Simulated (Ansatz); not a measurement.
# Li: geometry relaxation (part 2 of 2)

Li (1 atom in the cell); DFT PBE, scalar-relativistic, plane waves, PAW, no spin polarisation (Ansatz 0.2.0); cutoff 420 eV, 24×24×24 k-mesh, Fermi–Dirac smearing of 0.15 eV. The structure was made by a generator, so it may or may not be a known phase.

Geometry of the input (Å; fractional positions):
```
-1.7228  1.7068  1.7236
1.7228  -1.7068  1.7236
1.7228  1.7068  -1.7236
Li 0.0000  0.5000  0.5000
```

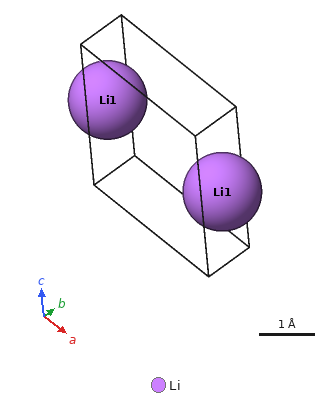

Fig. 1: The geometry at step 3 of the log (spheres-only view of the cell of the calculation, seen slightly off an axis; atoms are numbered from 1 in the order of the input).

## The program's output, continued
```
SCF iter   1: F=—  HF=-204.704396 eV  |F-HF|=—  |Δ(HF+E_count)|=         —  Δρ=2.06e-5  dr2=1.12e-7  ethr=5.62e-9  ⟨swp⟩=2.3  Hψ=120346  notcnv=0
preconditioner: auto → none  [metal: Δε(μ)=0.005 eV  Ē_g=10.665 eV  σ=0.150 eV  W_gap=0.01  n_scr=0 (ndim 8)  ℏωp=8.2 eV  f_vac=0.000  D(μ)=0.48/eV (n_scr^D=0)]
SCF iter   2: F=—  HF=-204.704390 eV  |F-HF|=—  |Δ(HF+E_count)|=   5.77e-6  Δρ=1.09e-5  dr2=3.13e-8  ethr=3.73e-9  ⟨swp⟩=1.6  Hψ=12934  notcnv=0
SCF iter   3: F=-204.704390 eV  HF=-204.704390 eV  |F-HF|=1.42e-11  |Δ(HF+E_count)|=   1.35e-8  Δρ=5.49e-7  dr2=1.50e-11  ethr=1.02e-11  ⟨swp⟩=4.0  Hψ=39581  notcnv=0
SCF 5 converged in 3 iterations: F = -204.704390 eV  dr2 = 1.50e-11
relax step   5: F+E_penalty+E_count = -204.70439005 eV  Δ(F+E_penalty+E_count) = -3.105e-6 eV  max|allowed force component| = 0.000e0 eV/Å  Δτ_max = 0.0000 Å  P = -0.013 GPa  Ω = 20.327 Å³  energy of the carried Pulay correction = -3.676e-7 eV  (3 SCF iters, dr2 threshold 3.05e-10 eV, accepted)
Crystal: 1 atoms, lattice volume = 20.322 Å³
iter 1 solved again at ethr=2.74e-9 eV; its pass at ethr=3.10e-3 eV (dr2=8.22e-8 eV) is discarded
SCF iter   1: F=—  HF=-204.704397 eV  |F-HF|=—  |Δ(HF+E_count)|=         —  Δρ=1.44e-5  dr2=5.42e-8  ethr=2.74e-9  ⟨swp⟩=2.3  Hψ=120185  notcnv=0
preconditioner: auto → none  [metal: Δε(μ)=0.001 eV  Ē_g=10.667 eV  σ=0.150 eV  W_gap=0.00  n_scr=0 (ndim 8)  ℏωp=8.2 eV  f_vac=0.000  D(μ)=0.48/eV (n_scr^D=0)]
SCF iter   2: F=—  HF=-204.704392 eV  |F-HF|=—  |Δ(HF+E_count)|=   5.77e-6  Δρ=7.60e-6  dr2=1.53e-8  ethr=1.81e-9  ⟨swp⟩=2.0  Hψ=13879  notcnv=0
SCF iter   3: F=-204.704392 eV  HF=-204.704392 eV  |F-HF|=1.18e-11  |Δ(HF+E_count)|=   6.87e-9  Δρ=5.24e-7  dr2=1.55e-11  ethr=1.99e-11  ⟨swp⟩=4.0  Hψ=39447  notcnv=0
SCF 6 converged in 3 iterations: F = -204.704392 eV  dr2 = 1.55e-11
relax step   6: F+E_penalty+E_count = -204.70439158 eV  Δ(F+E_penalty+E_count) = -1.530e-6 eV  max|allowed force component| = 0.000e0 eV/Å  Δτ_max = 0.0000 Å  P = -0.009 GPa  Ω = 20.322 Å³  energy of the carried Pulay correction = -3.242e-7 eV  (3 SCF iters, dr2 threshold 5.96e-10 eV, accepted)
Crystal: 1 atoms, lattice volume = 20.312 Å³
iter 1 solved again at ethr=7.29e-10 eV; its pass at ethr=3.10e-3 eV (dr2=2.19e-8 eV) is discarded
SCF iter   1: F=—  HF=-204.704398 eV  |F-HF|=—  |Δ(HF+E_count)|=         —  Δρ=7.71e-6  dr2=1.49e-8  ethr=7.29e-10  ⟨swp⟩=2.3  Hψ=120102  notcnv=0
preconditioner: auto → none  [metal: Δε(μ)=0.014 eV  Ē_g=10.672 eV  σ=0.150 eV  W_gap=0.02  n_scr=0 (ndim 8)  ℏωp=8.2 eV  f_vac=0.000  D(μ)=0.48/eV (n_scr^D=0)]
SCF iter   2: F=—  HF=-204.704392 eV  |F-HF|=—  |Δ(HF+E_count)|=   5.75e-6  Δρ=4.01e-6  dr2=4.22e-9  ethr=4.96e-10  ⟨swp⟩=2.0  Hψ=15039  notcnv=0
SCF iter   3: F=-204.704392 eV  HF=-204.704392 eV  |F-HF|=1.21e-11  |Δ(HF+E_count)|=  7.24e-10  Δρ=5.04e-7  dr2=1.49e-11  ethr=8.60e-12  ⟨swp⟩=3.6  Hψ=38092  notcnv=0
SCF 7 converged in 3 iterations: F = -204.704392 eV  dr2 = 1.49e-11
relax step   7: F+E_penalty+E_count = -204.70439214 eV  Δ(F+E_penalty+E_count) = -5.609e-7 eV  max|allowed force component| = 0.000e0 eV/Å  Δτ_max = 0.0000 Å  P = -0.002 GPa  Ω = 20.312 Å³  energy of the carried Pulay correction = -2.501e-7 eV  (3 SCF iters, dr2 threshold 2.58e-10 eV, accepted)
Initial wavefunctions: pseudopotential atomic-orbital guess (no wavefunctions were taken with the density)
iter 1 solved again at ethr=2.07e-10 eV; its pass at ethr=3.10e-3 eV (dr2=6.22e-9 eV) is discarded
SCF iter   1: F=—  HF=-204.704398 eV  |F-HF|=—  |Δ(HF+E_count)|=         —  Δρ=2.42e-5  dr2=2.50e-9  ethr=2.07e-10  ⟨swp⟩=3.4  Hψ=131006  notcnv=0
SCF iter   2: F=—  HF=-204.704392 eV  |F-HF|=—  |Δ(HF+E_count)|=   5.31e-6  Δρ=1.21e-5  dr2=6.11e-10  ethr=8.34e-11  ⟨swp⟩=2.0  Hψ=15397  notcnv=0
SCF iter   3: F=—  HF=-204.704392 eV  |F-HF|=—  |Δ(HF+E_count)|=   1.43e-7  Δρ=6.90e-7  dr2=7.93e-12  ethr=2.04e-11  ⟨swp⟩=2.6  Hψ=15127  notcnv=0
SCF iter   4: F=—  HF=-204.704392 eV  |F-HF|=—  |Δ(HF+E_count)|=  3.67e-10  Δρ=1.62e-7  dr2=1.27e-12  ethr=2.64e-13 (applied; sched 1.00e-12)  ⟨swp⟩=2.5  Hψ=14979  notcnv=0
SCF iter   5: F=-204.704392 eV  HF=-204.704392 eV  |F-HF|=1.99e-13  |Δ(HF+E_count)|=  3.30e-12  Δρ=2.57e-8  dr2=3.19e-14  ethr=1.00e-12  ⟨swp⟩=4.0  Hψ=27298  notcnv=0
SCF 8 converged in 5 iterations: F = -204.704392 eV  dr2 = 3.19e-14
relax step   8: F+E_penalty+E_count = -204.70439234 eV  Δ(F+E_penalty+E_count) = -1.946e-7 eV  max|allowed force component| = 0.000e0 eV/Å  Δτ_max = 0.0000 Å  P = -0.003 GPa  Ω = 20.312 Å³  stress off target by 2.73e-3 GPa  SCF on the basis re-selected at this cell (its energy is not comparable with the rows above)  (5 SCF iters)
basis re-selected at this cell: Δ(F+E_penalty+E_count) = -1.946e-7 eV, ΔP = -0.000 GPa vs the last step (what re-selecting the basis moved, of the pressure what is left beyond the Pulay correction that the steps carried, after the strain that the cell walked since its last selection, with what the two solves' SCF thresholds leave and, on support functions, any second-order correction that the steps lacked; it is no measure of the basis error at this ecutwfc). This SCF's stress stands 2.73e-3 GPa from its target on what of the cell is left free (relax.cell.stress_tol is 1.00e-2 GPa) and its largest allowed force component is 0.00e0 eV/Å (relax.f_tol is 1.00e-3 eV/Å): within both
SCF converged after 5 iterations
Free energy (F): -204.704392 eV
Harris-Foulkes:  -204.704392 eV  (|F-HF|=1.99e-13)
Internal energy: -204.669059 eV  (E = F + TS)
E sigma→0 (E₀):  -204.686726 eV
Entropy (-TS):   -0.035333 eV (-35.333 meV/atom)
Fermi energy:    1.013156 eV
--- Per-component energies (eV) ---
  E_band       = -91.324662
  E_kinetic    = 21.214763
  E_local      = -132.226505  (includes V_loc(G=0)·N_el)
  E_nonlocal   = -33.246538
  E_hartree    = 39.263628
  E_xc         = -10.065012
  E_vxc        = -12.956170  (∫ρ·V_xc dr)
  E_paw        = -21.011271  (= ΣΔE_a)
  E_vpaw       = -12.637471  (= ΣTr[D̂ρ^β])
  E_aug_tail   = 0.000004  (compensation charges beyond the density's cutoff)
  E_ewald      = -68.598128
  E_smearing   = -0.035333  (= −TS)
  E_closure    = 0.000000  (closes the sum)
  Σ components = -204.704392   (vs F -204.704392, Δ=0.00e0)
--- Forces (eV/Å), atoms counted from 1 ---
  atom   1  Li     0.00000000     0.00000000     0.00000000
  max |Σ_I F_I| component: 0.00e0 eV/Å
--- Stress (GPa, compression-positive) ---
       -0.002294      -0.000000       0.000000
       -0.000000      -0.002733       0.000000
        0.000000       0.000000      -0.002476
  P = ⅓ Tr σ = -0.0025 GPa (-0.025 kbar)
--- Band table (eV; the first three rows and the last of 1963) ---
  k-point 0: bands = ["-45.5029", "-2.5545", "15.6006", "15.6015", "15.6021", "20.3582"]
  k-point 1: bands = ["-45.5025", "-2.5216", "15.3808", "15.4234", "15.5434", "19.7166"]
  k-point 2: bands = ["-45.5016", "-2.4228", "14.7038", "14.9803", "15.3729", "18.7680"]
  k-point 1962: bands = ["-45.4706", "6.5284", "6.5318", "6.5343", "8.7804", "8.7836"]
--- Relaxed structure (7 steps of the walk, 7 accepted, 1 SCFs on fresh bases) ---
  F+E_penalty+E_count = -204.70439234 eV   max|allowed force component| = 0.000e0 eV/Å   (the final SCF, on the basis selected at the relaxed cell)
  cell:  # Å, volume = 20.3122 Å³
    - [-1.7186131744569624, 1.7190650162464585, 1.7188004873442118]
    - [1.7186131744569624, -1.7190650162464585, 1.7188004873442118]
    - [1.7186131744569624, 1.7190650162464585, -1.7188004873442118]
  atoms:
    - { symbol: Li, position: [9.379032584821196e-33, 0.5, 0.5] }
```

## Trajectory as extended XYZ (Å, eV, eV/Å), 8 frames, from step=1 to step=8
```
1
Lattice="-1.7228 1.7068 1.7236 1.7228 -1.7068 1.7236 1.7228 1.7068 -1.7236" Properties=species:S:1:pos:R:3:forces:R:3 step=1 energy=-204.70438 pressure_GPa=0.02
Li    1.7228    0.0000    0.0000    0.0000   0.0000   0.0000
1
Lattice="-1.7231 1.7076 1.7239 1.7231 -1.7076 1.7239 1.7231 1.7076 -1.7239" Properties=species:S:1:pos:R:3:forces:R:3 step=2 energy=-204.70439 pressure_GPa=0.01
Li    1.7231    0.0000    0.0000    0.0000   0.0000   0.0000
1
Lattice="-1.7234 1.7090 1.7242 1.7234 -1.7090 1.7242 1.7234 1.7090 -1.7242" Properties=species:S:1:pos:R:3:forces:R:3 step=3 energy=-204.70439 pressure_GPa=-0.00
Li    1.7234    0.0000    0.0000    0.0000   0.0000   0.0000
1
Lattice="-1.7232 1.7097 1.7240 1.7232 -1.7097 1.7240 1.7232 1.7097 -1.7240" Properties=species:S:1:pos:R:3:forces:R:3 step=4 energy=-204.70439 pressure_GPa=-0.01
Li    1.7232    0.0000    0.0000    0.0000   0.0000   0.0000
1
Lattice="-1.7214 1.7146 1.7218 1.7214 -1.7146 1.7218 1.7214 1.7146 -1.7218" Properties=species:S:1:pos:R:3:forces:R:3 step=5 energy=-204.70439 pressure_GPa=-0.01
Li    1.7214    0.0000    0.0000    0.0000   0.0000   0.0000
1
Lattice="-1.7197 1.7177 1.7200 1.7197 -1.7177 1.7200 1.7197 1.7177 -1.7200" Properties=species:S:1:pos:R:3:forces:R:3 step=6 energy=-204.70439 pressure_GPa=-0.01
Li    1.7197    0.0000    0.0000    0.0000   0.0000   0.0000
1
Lattice="-1.7186 1.7191 1.7188 1.7186 -1.7191 1.7188 1.7186 1.7191 -1.7188" Properties=species:S:1:pos:R:3:forces:R:3 step=7 energy=-204.70439 pressure_GPa=-0.00
Li    1.7186    0.0000    0.0000    0.0000   0.0000   0.0000
1
Lattice="-1.7186 1.7191 1.7188 1.7186 -1.7191 1.7188 1.7186 1.7191 -1.7188" Properties=species:S:1:pos:R:3:forces:R:3 step=8 energy=-204.70439 pressure_GPa=-0.00
Li    1.7186    0.0000    0.0000    0.0000   0.0000   0.0000
```

## Key numbers

- outcome: converged
- space group (tolerance 0.01 Å): I4/mmm (139) → Im-3m (229)
- electrons treated: 3
- free energy: −204.7044 eV
- Fermi energy: 1.013 eV
- gap on the k-point mesh: none (metallic)
- pressure: 0.00 GPa
- final volume: 20.31 Å³
- largest force (length of the vector) at the end: under 0.001 eV/Å
- final cell: a = 2.977 Å, b = 2.977 Å, c = 2.977 Å, α = 109.48°, β = 109.46°, γ = 109.47°
- hardware: 1 thread of Arm Neoverse V1, 24 GiB of memory available, shared host
- wall time: 2.4 min
- peak memory: 0.65 GiB
